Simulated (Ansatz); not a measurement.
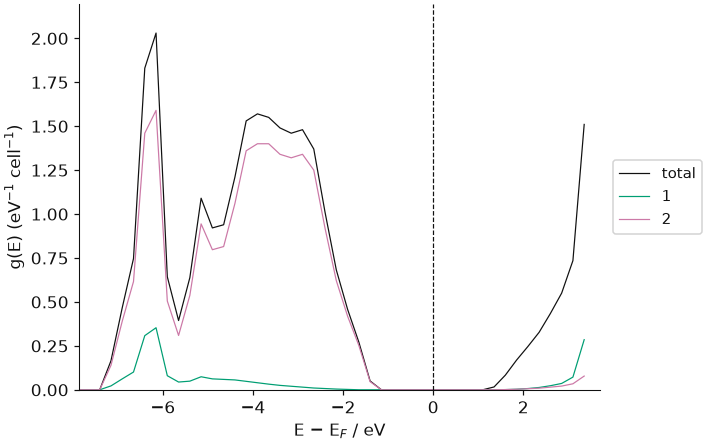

Density of states. Energies are counted from the Fermi level. The partial curves are projected on Löwdin-orthogonalised atomic shells; they sum to less than the total at higher energies, where shells without a projector contribute.

System: BeSe, space group F-43m, 2 atoms in the cell, a database entry, rescaled.

Computed with Ansatz: DFT with PBE, PAW plane waves, no spin polarisation, 9×9×9 k mesh, 420 eV cutoff, Fermi-Dirac smearing of 0.1 eV.

The numbered curves are projections. Which is which? The candidates: Be 2s, Se 4p.

Answer. 1 is Be 2s; 2 is Se 4p.

Is there a gap at the Fermi level, and how wide?

Answer. There is a gap; over the k points computed it is 2.54 eV.

The cell is at 5 GPa in this functional.
